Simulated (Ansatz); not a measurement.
# C₂₄Cl: single-point calculation (part 1 of 4)

C₂₄Cl (slab, 25 atoms in the cell), computed with DFT PBE+D3(BJ), scalar-relativistic, plane waves, PAW, PAW set soft_1, spin-polarised (Ansatz 0.2.0).

The structure derives from an entry of the Crystallography Open Database. Figures and captions count atoms from 1; the log counts them from 0 in places.

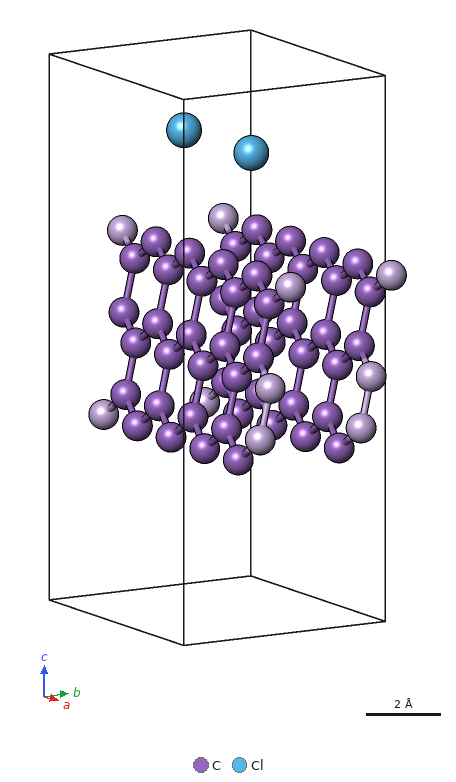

Fig. 1: The structure (ball-and-stick view of the 2 × 1 repeat of the cell, with the vacuum cut short, seen slightly off an axis; neighbours outside the cell are drawn fainter). An atom can appear more than once, as a periodic image.

Summary

```csv
quantity,value
outcome,converged
electrons treated,103
free energy,−7079.9568 eV
"work function, top face",7.66 eV
"work function, bottom face",5.35 eV
Fermi energy,−2.497 eV
gap on the k-point mesh,none (metallic)
net moment of the cell,0.00 μB
integrated absolute moment,9.23 μB
work function (upper face),7.66 eV
largest force (length of the vector),3.609 eV/Å
hardware,"4 threads of Arm Neoverse V2, 24 GiB of memory available, shared host"
wall time,2.7 min (CPU time 10 min)
peak memory,2.1 GiB
```

Notes

The program warns: the exchange-correlation potential is rough where the density is thin.

The input
```yaml
crystal:
  lattice:
    - [4.9299148964, 0.0, 0.0]
    - [-2.4649574482, 6.8655575602, 0.0]
    - [0.0, 0.0, 22.2276614583]
  atoms:
    - { symbol: C, position: [0.4018120009, 0.3036240018, 0.179955953] }
    - { symbol: C, position: [0.4018120009, 0.8036240018, 0.179955953] }
    - { symbol: C, position: [0.9018120009, 0.3036240018, 0.179955953] }
    - { symbol: C, position: [0.9018120009, 0.8036240018, 0.179955953] }
    - { symbol: C, position: [0.1626401228, 0.3252802456, 0.2112622661] }
    - { symbol: C, position: [0.1626401228, 0.8252802456, 0.2112622661] }
    - { symbol: C, position: [0.6626401228, 0.3252802456, 0.2112622661] }
    - { symbol: C, position: [0.6626401228, 0.8252802456, 0.2112622661] }
    - { symbol: C, position: [0.1840380628, 0.3680761257, 0.2739087028] }
    - { symbol: C, position: [0.1840380628, 0.8680761256, 0.2739087028] }
    - { symbol: C, position: [0.6840380628, 0.3680761257, 0.2739087028] }
    - { symbol: C, position: [0.6840380628, 0.8680761256, 0.2739087028] }
    - { symbol: C, position: [0.444737235, 0.3894666462, 0.304421077] }
    - { symbol: C, position: [0.444737235, 0.8894666462, 0.304421077] }
    - { symbol: C, position: [0.944737235, 0.3894666462, 0.304421077] }
    - { symbol: C, position: [0.944737235, 0.8894666462, 0.304421077] }
    - { symbol: C, position: [0.4674579781, 0.4348943653, 0.3699089481] }
    - { symbol: C, position: [0.4674579781, 0.9348943653, 0.3699089481] }
    - { symbol: C, position: [0.9674579781, 0.4348943653, 0.3699089481] }
    - { symbol: C, position: [0.9674579781, 0.9348943653, 0.3699089481] }
    - { symbol: C, position: [0.2271533363, 0.4542695608, 0.3971475576] }
    - { symbol: C, position: [0.2271533363, 0.9542695608, 0.3971475576] }
    - { symbol: C, position: [0.7271533363, 0.4542695608, 0.3971475576] }
    - { symbol: C, position: [0.7271533363, 0.9542695608, 0.3971475576] }
    - { symbol: Cl, position: [0.393820003, 0.5376028941, 0.5366134211], spin: 1.0 }
basis:
  ecutwfc: 420
kpoints:
  mp_grid: { grid: [6, 4, 1] }
hamiltonian:
  xc: pbe
  pseudopotentials: { kind: paw, azcp: { folder: soft_1 } }
  dispersion: d3bj
scf:
  occupations: { method: gaussian, width: 0.05 }
output:
  forces: true
  eigenvalues: true
  populations: true
  write_density: true
  write_potential: true
  elf: true
  volumetric_format: npy
magnetization:
  spin_polarized: true
efield:
  axis: 3
  dipole_correction: true
  ramp_width: 0.04
```

Launched with:
```bash
ansatz run input.yaml --threads 4 --pin off --max-ram 12288MiB --backend cpu --events-out ev --progress --plain --runs-dir out
```

The program's output
```
Engine: ansatz 0.2.0, aarch64-unknown-linux-gnu
Pseudopotentials: kind: paw
Pseudopotential: C, paw, valence charge 4, recommended cutoff 420 eV (normal), [file]
Pseudopotential: Cl, paw, valence charge 7, recommended cutoff 420 eV (normal), [file]
Functional definition: PBE
  parameter kappa = 0.804
  parameter beta = 0.06672455060314922
  exchange = pbe_x(kappa = kappa, mu = beta*pi^2/3)
  correlation = pbe_c(beta = beta)
Crystal: 25 atoms, lattice volume = 752.331 Å³
Basis set: ecut = 420 eV, 14697 PW (Γ), exchange–correlation on 72×100×300 points (8 copies of the dense FFT grid, shifted against one another)
Bands: 77, of which v1, the nominal top of the filled ones, is band 52 counted from 1 (51 counted from 0)
Symmetry: 1 space group operations
k-points: 14 of 24 (time reversal used)
Non-local potential: C, projectors of the file, l = 0: 2, l = 1: 2, l = 2: 1
Non-local potential: Cl, projectors of the file, l = 0: 2, l = 1: 2, l = 2: 1
PAW form: soft (Blöchl's): semilocal exchange-correlation on the pseudo side does not see the compensation charge
PAW one-centre angular grid: C, 110 points (default); XC on 64 Gauss nodes
PAW one-centre angular grid: Cl, 110 points (default); XC on 64 Gauss nodes
Starting moments: Σ|m| = 1 μB on 1 of 25 sites
Initial wavefunctions: pseudopotential atomic-orbital guess
Functional: x = pbe(κ = 0.804, μ = 0.2195149727645171), c = pbe(β = 0.06672455060314922)
```
